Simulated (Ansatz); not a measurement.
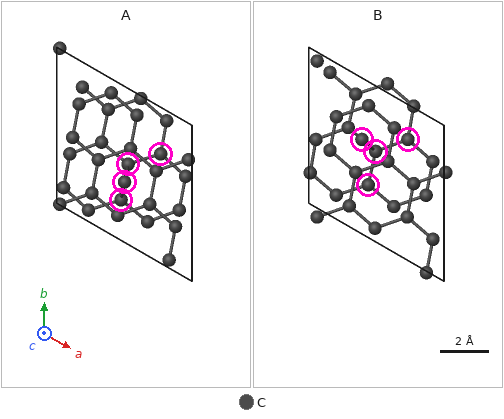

The two relaxed end points of a path for a defect cell of composition C (29 atoms in the cell). The picture is a ball-and-stick view of the simulation cell (origin moved), seen along the c axis. The atoms that move most are ringed. Bonds to atoms that aren't drawn are left out.

The calculation used DFT PBE, scalar-relativistic, plane waves, PAW (Ansatz 0.2.0).

Settings: plane-wave cutoff 420 eV; k-point mesh 4 × 4 × 3; Gaussian smearing 0.1 eV; 5 movable images; climbing image.

Start:
```
C
1.0
     6.16633    2.13608    0.00000
    -1.23327   -6.40824    0.00000
     0.00000    0.00000   -8.46545
C
29
Direct
  0.13363 0.64828 0.71481
  0.55834 0.79618 0.71175
  0.27510 0.36627 0.70557
  0.98920 0.94555 0.74097
  0.69593 0.50423 0.71104
  0.41494 0.08041 0.70879
  0.84306 0.22297 0.70970
  0.15025 0.76879 0.25980
  0.57894 0.91166 0.25919
  0.29318 0.48309 0.25903
  0.00747 0.05452 0.25999
  0.72183 0.62595 0.25970
  0.43595 0.19735 0.25920
  0.86462 0.34033 0.25933
  0.08359 0.41364 0.70975
  0.51170 0.55618 0.70884
  0.23071 0.13236 0.71113
  0.93741 0.69103 0.74086
  0.65154 0.27031 0.70545
  0.36830 0.84044 0.71173
  0.79302 0.98837 0.71482
  0.34075 0.72122 0.25921
  0.76945 0.86409 0.25973
  0.48374 0.43552 0.25916
  0.19788 0.00692 0.25979
  0.91224 0.57836 0.25997
  0.62651 0.14978 0.25903
  0.05509 0.29255 0.25935
  0.96321 0.81818 0.89721
```

End:
```
C
1.0
     6.16633    2.13608    0.00000
    -1.23327   -6.40824    0.00000
     0.00000    0.00000   -8.46545
C
29
Direct
  0.09117 0.72490 0.70557
  0.51465 0.86637 0.71481
  0.23784 0.44166 0.71175
  0.95634 0.01080 0.74097
  0.66548 0.58506 0.70879
  0.37991 0.15694 0.70970
  0.80830 0.30407 0.71104
  0.18991 0.70682 0.25903
  0.61854 0.84975 0.25980
  0.33271 0.42106 0.25919
  0.04705 0.99253 0.25999
  0.76139 0.56405 0.25920
  0.47571 0.13538 0.25933
  0.90412 0.27817 0.25970
  0.04449 0.48830 0.70884
  0.47214 0.63170 0.71173
  0.19535 0.20698 0.71482
  0.90164 0.76929 0.71113
  0.61878 0.34846 0.70545
  0.33006 0.91641 0.70975
  0.75362 0.06259 0.74086
  0.38047 0.65925 0.25921
  0.80905 0.80212 0.25979
  0.52327 0.37349 0.25903
  0.23746 0.94491 0.25935
  0.95178 0.51626 0.25916
  0.66612 0.08775 0.25997
  0.09464 0.23055 0.25973
  0.85498 0.03679 0.89721
```

Predict the minimum-energy path and its barrier.

The two ends have the same energy, and the highest point, image 3, lies 0.40 eV above the start. A C atom travels furthest, 1.88 Å from end to end, along [−1 2 0], on a path that bends up to 0.11 Å away from the straight line. At the highest image its nearest neighbour (C) is 1.47 Å away, against 1.53 Å at the start, and the surrounding atoms stand up to 0.23 Å off the mean of their end positions. Breaking: C–C (1.53 → 2.48 Å). Forming: C–C (2.47 → 1.53 Å). The band converged in 10 iterations. The largest component of the band force went from 2.7 to 0.021 eV/Å. The climbing image converged on the top of the path. Its curvatures weren't checked.

Energies of the converged images:

```tsv
image	path (Å)	E (eV)
0	0.00	0.000
1	0.82	0.002
2	1.65	0.009
3	2.47	0.400
4	3.22	0.007
5	3.98	0.002
6	4.73	0.000
```

The geometry at the top of the path:

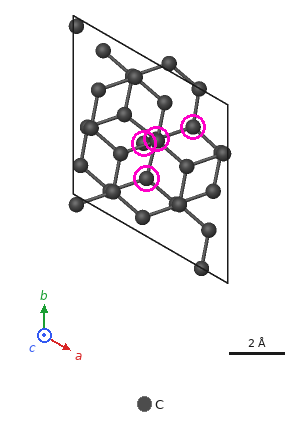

Limits of the set-up: the periodic images lie only 6.5 Å apart, so the values are limited by the cell's size.

The run took 13 min on 4 threads of Intel(R) Xeon(R) Platinum 8488C (Sapphire Rapids), on a shared host, peak memory 3.6 GiB.
